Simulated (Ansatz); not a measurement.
**Single-point calculation of Al2O3**

System: Al2O3 (R-3c, 20 atoms in the cell).
Method: DFT PBE, scalar-relativistic, plane waves, PAW, no spin polarisation (Ansatz 0.2.0).

The structure derives from a Materials Project entry. It belongs to a series of runs on one base structure; here: the perfect crystal in a cell of 20 atoms.

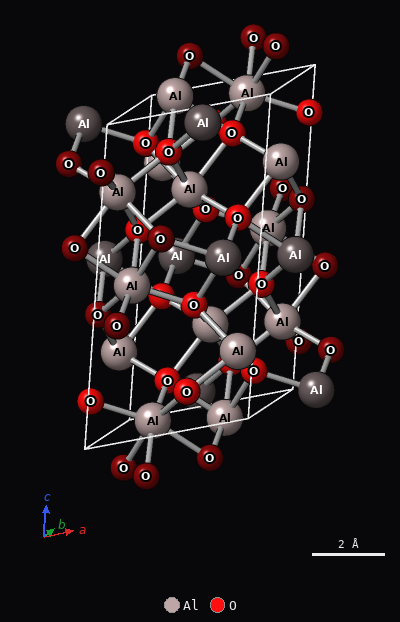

The structure (ball-and-stick view of the cell of the calculation, seen slightly off an axis; neighbours outside the cell are drawn fainter). Near neighbours in the crystal (not all of them lie inside the picture): Al has 6 O at 1.87 to 1.99 Å; O has 4 Al at 1.87 to 1.99 Å.

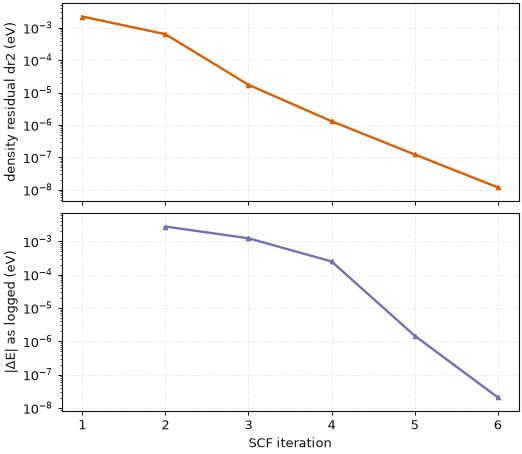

Convergence of the self-consistent field: density residual dr2 and size of the energy change against the SCF iteration. The residual falls at every step.

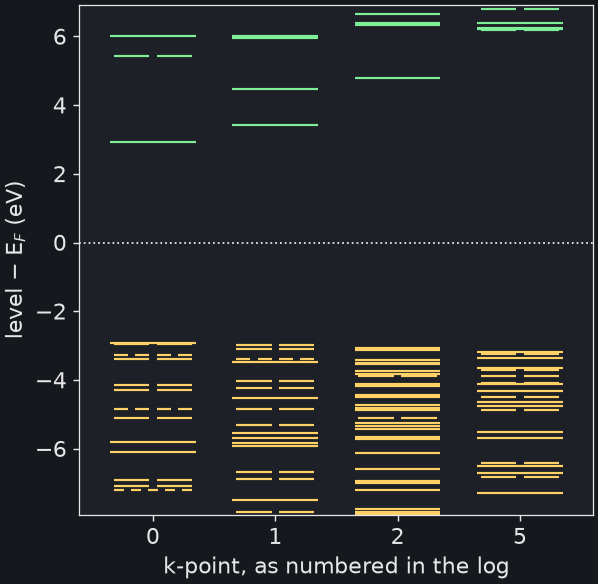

Kohn–Sham levels near the Fermi level (dotted) at the few k-points that the log prints; levels within 0.02 eV of each other stand side by side. Among these points the highest filled and lowest empty levels are 5.85 eV apart, which is the gap on the mesh.

The input that produced these results follows, with the program's output.

### Input
```yaml
crystal:
  lattice:
    - [-4.8085976108, 0.0, 0.0]
    - [-2.4042988054, -4.1643676875, 0.0]
    - [-2.4042988054, -1.3881225625, 8.7498234898]
  atoms:
    - { symbol: Al, position: [0.4260625533, 0.4260625533, 0.7218123402] }
    - { symbol: Al, position: [0.9260625533, 0.9260625533, 0.2218123402] }
    - { symbol: Al, position: [0.3239374467, 0.3239374467, 0.0281876598] }
    - { symbol: Al, position: [0.8239374467, 0.8239374467, 0.5281876598] }
    - { symbol: Al, position: [0.1760625533, 0.1760625533, 0.4718123402] }
    - { symbol: Al, position: [0.6760625533, 0.6760625533, 0.9718123402] }
    - { symbol: Al, position: [0.0739374467, 0.0739374467, 0.7781876598] }
    - { symbol: Al, position: [0.5739374467, 0.5739374467, 0.2781876598] }
    - { symbol: O, position: [0.1811628042, 0.875, 0.375] }
    - { symbol: O, position: [0.6811628042, 0.375, 0.875] }
    - { symbol: O, position: [0.625, 0.9311628042, 0.125] }
    - { symbol: O, position: [0.125, 0.4311628042, 0.625] }
    - { symbol: O, position: [0.875, 0.5688371958, 0.375] }
    - { symbol: O, position: [0.375, 0.0688371958, 0.875] }
    - { symbol: O, position: [0.5688371958, 0.1811628042, 0.375] }
    - { symbol: O, position: [0.0688371958, 0.6811628042, 0.875] }
    - { symbol: O, position: [0.9311628042, 0.3188371958, 0.125] }
    - { symbol: O, position: [0.4311628042, 0.8188371958, 0.625] }
    - { symbol: O, position: [0.3188371958, 0.625, 0.125] }
    - { symbol: O, position: [0.8188371958, 0.125, 0.625] }
basis:
  ecutwfc: 420
  xc_grid: 2
kpoints:
  mp_grid: { grid: [3, 3, 3], shift: [0.0, 0.0, 0.0] }
hamiltonian:
  xc: pbe
scf:
  occupations: { method: gaussian, width: 0.02 }
output:
  forces: true
  stress: true
  eigenvalues: true
```

Command:
```bash
ansatz run input.yaml --threads 8 --pin off --max-ram 14336MiB --backend cpu --events-out ev --progress --plain --runs-dir out
```

### The program's output
```
Engine: ansatz 0.2.0, x86_64-unknown-linux-gnu
Pseudopotentials: kind: paw
Pseudopotential: Al, paw, valence charge 3, recommended cutoff 420 eV (normal), Al.paw.azcp
Pseudopotential: O, paw, valence charge 6, recommended cutoff 420 eV (normal), O.paw.azcp
Functional definition: PBE
  parameter kappa = 0.804
  parameter beta = 0.06672455060314922
  exchange = pbe_x(kappa = kappa, mu = beta*pi^2/3)
  correlation = pbe_c(beta = beta)
Crystal: 20 atoms, lattice volume = 175.213 Å³
Basis set: ecut = 420 eV, 3407 PW (Γ), exchange–correlation on 72×72×128 points (8 copies of the dense FFT grid, shifted against one another)
Bands: 68, of which v1, the nominal top of the filled ones, is band 48 counted from 1 (47 counted from 0)
Symmetry: 24 space group operations
Space group: R-3c (ITA 167), of the structure as read, at distance tolerance 5.6e-5 Å
k-points: 6 of 27
Non-local potential: Al, projectors of the file, l = 0: 2, l = 1: 2, l = 2: 1
Non-local potential: O, projectors of the file, l = 0: 2, l = 1: 2, l = 2: 1
PAW form: soft (Blöchl's): semilocal exchange-correlation on the pseudo side does not see the compensation charge
PAW one-centre angular grid: Al, 110 points (default); XC on 64 Gauss nodes
PAW one-centre angular grid: O, 110 points (default); XC on 64 Gauss nodes
Initial density: superposition of atomic densities (neutral atoms: chi_scale 0, normalization atom), corrected by the library's trained network
Initial wavefunctions: pseudopotential atomic-orbital guess
Functional: x = pbe(κ = 0.804, μ = 0.2195149727645171), c = pbe(β = 0.06672455060314922)
SCF iter   1: F=—  HF=-11139.209224 eV  |F-HF|=—  |Δ(HF+E_count)|=         —  Δρ=1.63e-3  dr2=2.23e-3  ethr=1.77e-3  ⟨swp⟩=7.0  Hψ=1922  notcnv=0  defer=15
preconditioner: auto → Resta (q_TF=auto, 2.468 Å⁻¹)  ε∞=3.5  [insulator: Δε(μ)=5.843 eV  Ē_g=17.228 eV  σ=0.020 eV  W_gap=1.00  n_scr=42 (ndim 8)  ℏωp=27.5 eV  f_vac=0.000  D(μ)=0.00/eV (n_scr^D=0)  ε∞_Penn≈3.5]
SCF iter   2: F=—  HF=-11139.212018 eV  |F-HF|=—  |Δ(HF+E_count)|=   2.79e-3  Δρ=8.74e-4  dr2=6.37e-4  ethr=2.33e-6  ⟨swp⟩=2.2  Hψ=795  notcnv=0  defer=72
SCF iter   3: F=—  HF=-11139.213260 eV  |F-HF|=—  |Δ(HF+E_count)|=   1.24e-3  Δρ=1.39e-4  dr2=1.74e-5  ethr=6.64e-7  ⟨swp⟩=2.0  Hψ=574  notcnv=0  defer=11
automatic band count: iteration 3 solves 57 bands in place of 68: the levels show a gap, and the empty bands left out lie too high to hold charge; the band table lists the bands solved (type scf.n_extra_bands for more)
SCF iter   4: F=—  HF=-11139.213010 eV  |F-HF|=—  |Δ(HF+E_count)|=   2.50e-4  Δρ=3.77e-5  dr2=1.31e-6  ethr=1.81e-8  ⟨swp⟩=2.3  Hψ=625  notcnv=0  defer=11
SCF iter   5: F=—  HF=-11139.213011 eV  |F-HF|=—  |Δ(HF+E_count)|=   1.48e-6  Δρ=1.08e-5  dr2=1.23e-7  ethr=1.36e-9  ⟨swp⟩=2.0  Hψ=613  notcnv=0  defer=11
SCF iter   6: F=-11139.213011 eV  HF=-11139.213011 eV  |F-HF|=4.02e-9  |Δ(HF+E_count)|=   2.09e-8  Δρ=3.17e-6  dr2=1.19e-8  ethr=1.04e-10  ⟨swp⟩=9.0  Hψ=1396  notcnv=0
SCF 1 converged in 6 iterations: F = -11139.213011 eV  dr2 = 1.19e-8
  greatest PAW one-centre occupation: 0.858 electrons in one spin orbital (limit 2), on the O atom at site 17 (counted from 0), in its partial waves of l = 0
SCF converged after 6 iterations
Free energy (F): -11139.213011 eV
Harris-Foulkes:  -11139.213011 eV  (|F-HF|=4.02e-9)
Internal energy: -11139.213011 eV  (E = F + TS)
E sigma→0 (E₀):  -11139.213011 eV
Fermi energy:    10.284192 eV
--- Per-component energies (eV) ---
  E_band       = 105.878460
  E_kinetic    = 2356.727764
  E_local      = -4017.100316  (includes V_loc(G=0)·N_el)
  E_nonlocal   = 646.747073
  E_hartree    = 1487.705121
  E_xc         = -1224.590527
  E_vxc        = -1390.788069  (∫ρ·V_xc dr)
  E_paw        = -5641.956708  (= ΣΔE_a)
  E_vpaw       = -465.141171  (= ΣTr[D̂ρ^β])
  E_aug_tail   = 0.030286  (compensation charges beyond the density's cutoff)
  E_ewald      = -4746.775705
  E_smearing   = -0.000000  (= −TS)
  E_closure    = -0.000000  (closes the sum)
  Σ components = -11139.213011   (vs F -11139.213011, Δ=0.00e0)
--- Forces (eV/Å), atoms counted from 1 ---
  atom   1  Al    -0.00000000     0.00000000    -0.00389249
  atom   2  Al    -0.00000000     0.00000000    -0.00389249
  atom   3  Al    -0.00000000    -0.00000000     0.00389249
  atom   4  Al    -0.00000000    -0.00000000     0.00389249
  atom   5  Al     0.00000000    -0.00000000    -0.00389249
  atom   6  Al     0.00000000    -0.00000000    -0.00389249
  atom   7  Al    -0.00000000     0.00000000     0.00389249
  atom   8  Al     0.00000000     0.00000000     0.00389249
  atom   9  O     -0.00197898    -0.00000000    -0.00000000
  atom  10  O     -0.00197898    -0.00000000    -0.00000000
  atom  11  O     -0.00098949    -0.00171385    -0.00000000
  atom  12  O     -0.00098949    -0.00171385     0.00000000
  atom  13  O      0.00098949     0.00171385    -0.00000000
  atom  14  O      0.00098949     0.00171385     0.00000000
  atom  15  O      0.00098949    -0.00171385     0.00000000
  atom  16  O      0.00098949    -0.00171385     0.00000000
  atom  17  O     -0.00098949     0.00171385     0.00000000
  atom  18  O     -0.00098949     0.00171385     0.00000000
  atom  19  O      0.00197898     0.00000000    -0.00000000
  atom  20  O      0.00197898     0.00000000    -0.00000000
  max |Σ_I F_I| component: 3.76e-18 eV/Å
--- Stress (GPa, compression-positive) ---
        0.006434       0.000000       0.000000
       -0.000000       0.006434      -0.000000
       -0.000000      -0.000000      -0.027680
  P = ⅓ Tr σ = -0.0049 GPa (-0.049 kbar)
--- Band table (eV; the first three rows and the last of 6) ---
  k-point 0: bands = ["-11.6326", "-10.6807", "-10.6807", "-9.4210", "-9.1588", "-9.1588", "-9.0257", "-9.0257", "-9.0257", "-9.0257", "-8.8573", "-8.8573", "0.6269", "1.5885", "1.9035", "1.9035", "1.9870", "1.9870", "3.0678", "3.0678", "3.0678", "3.0678", "3.0747", "3.2040", "3.2040", "3.3624", "3.3624", "4.1857", "4.4736", "5.1872", "5.1872", "5.4421", "5.4421", "5.4421", "5.4421", "5.9879", "5.9879", "6.1265", "6.1265", "6.8994", "6.8994", "7.0081", "7.0081", "7.0081", "7.0081", "7.3289", "7.3289", "7.3584", "13.2100", "15.7165", "15.7165", "16.2827", "17.7507", "18.2308", "18.2308", "18.6436", "18.6436"]
  k-point 1: bands = ["-11.5166", "-11.1833", "-10.1051", "-9.6180", "-9.1431", "-9.1431", "-9.0968", "-9.0968", "-8.9457", "-8.9457", "-8.8818", "-8.8818", "0.9931", "1.6116", "1.6364", "2.0589", "2.0929", "2.0929", "2.3108", "2.4551", "2.4551", "2.7989", "3.4079", "3.4079", "3.6075", "3.6075", "4.3495", "4.4575", "4.6075", "4.7442", "4.9611", "4.9611", "5.4313", "5.4313", "5.7604", "6.0631", "6.0631", "6.2665", "6.2665", "6.7987", "6.8908", "6.8908", "6.9072", "6.9072", "7.1868", "7.1868", "7.3089", "7.3089", "13.7134", "14.7545", "16.2283", "16.3085", "17.6778", "17.7530", "18.7034", "18.7823", "18.7823"]
  k-point 2: bands = ["-11.1445", "-10.4688", "-10.2819", "-9.7213", "-9.7108", "-9.3582", "-9.3574", "-9.1443", "-9.1419", "-8.9514", "-8.9072", "-8.8465", "0.9868", "1.3448", "1.4040", "1.7787", "2.0707", "2.3847", "2.4333", "2.5275", "3.0913", "3.2917", "3.3388", "3.7064", "4.1513", "4.5785", "4.6248", "4.8533", "4.9559", "5.0409", "5.1747", "5.1882", "5.4122", "5.4609", "5.5497", "5.7880", "5.8375", "6.1068", "6.1602", "6.3925", "6.4035", "6.4524", "6.5401", "6.7528", "6.7879", "6.8583", "7.1624", "7.2039", "15.0821", "16.6040", "16.6767", "16.9483", "17.2886", "17.3969", "17.6691", "17.7533", "17.8129"]
  k-point 5: bands = ["-10.3720", "-10.3185", "-10.3185", "-10.2467", "-9.7094", "-9.5432", "-9.5432", "-9.2897", "-9.1657", "-8.9624", "-8.9624", "-8.8646", "1.5126", "1.6676", "1.6676", "1.8552", "2.2543", "2.2543", "2.2838", "2.3111", "2.9900", "3.4638", "3.4638", "3.5895", "3.7738", "3.8647", "3.8647", "4.5821", "4.7834", "5.3975", "5.3975", "5.5258", "5.6386", "5.7886", "5.7886", "5.9677", "6.1632", "6.1845", "6.1845", "6.3913", "6.3915", "6.5663", "6.5663", "6.6323", "6.9285", "7.0273", "7.0273", "7.1097", "16.4739", "16.4739", "16.4998", "16.5316", "16.6810", "17.0901", "17.0901", "17.5814", "17.5881"]
```

### Summary

```csv
quantity,value
outcome,converged
space group (tolerance 0.01 Å),R-3c (167)
electrons treated,96
free energy,−11139.2130 eV
Fermi energy,10.284 eV
gap on the k-point mesh,5.85 eV
pressure,0.00 GPa
largest force (length of the vector),0.004 eV/Å
hardware,"8 threads of Intel Xeon, 189 GiB of memory available, shared host"
wall time,1.7 s (CPU time 5.3 s)
peak memory,0.65 GiB
```
